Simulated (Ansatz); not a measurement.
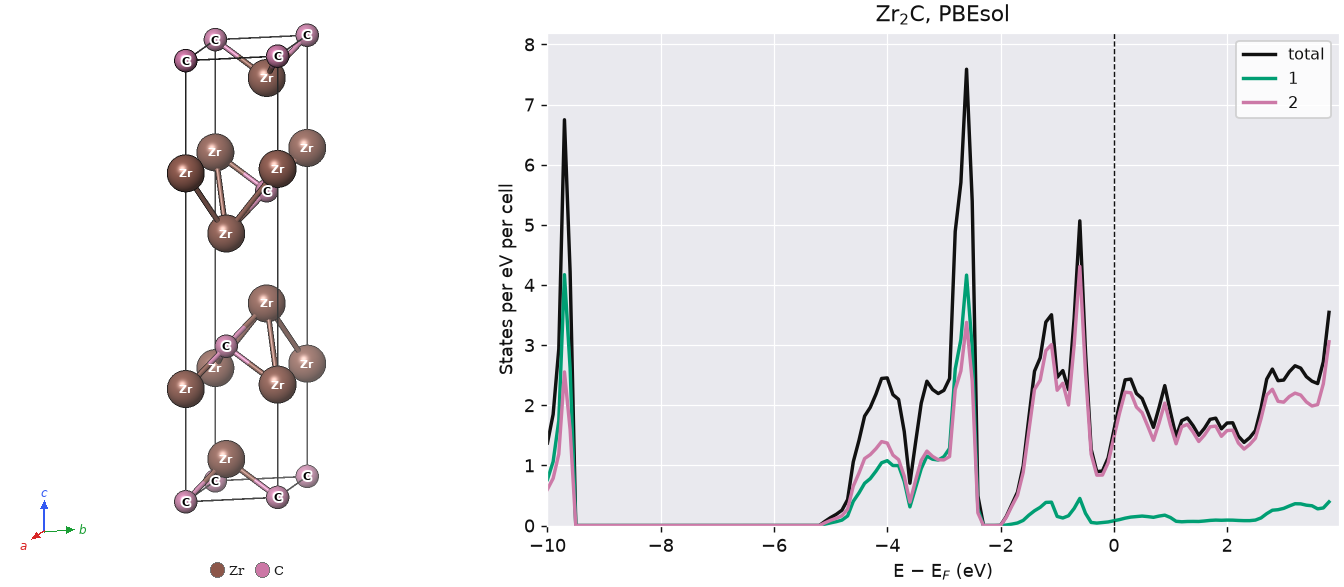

Density of states, beside the structure. Energies are counted from the Fermi level. The partial curves are projected on Löwdin-orthogonalised atomic shells.

System: Zr2C, space group R-3m (No. 166), 3 atoms in the cell.

Method: DFT PBEsol, scalar-relativistic, plane waves, PAW, no spin polarisation, 18×18×18 k mesh, 420 eV cutoff, Gaussian smearing of 0.1 eV (Ansatz 0.2.0).

Q: Assign each number in the legend. The candidates: C, Zr.

A: 1 is C; 2 is Zr.

Q: What is the density of states at the Fermi level?

A: It is a metal. The density of states at the Fermi level isn't well fixed here: it changes fast, and within 0.3 eV it runs from 0.9 to 2.4 per eV and cell.

The structure is an invented one, so it need not be a known or stable phase.
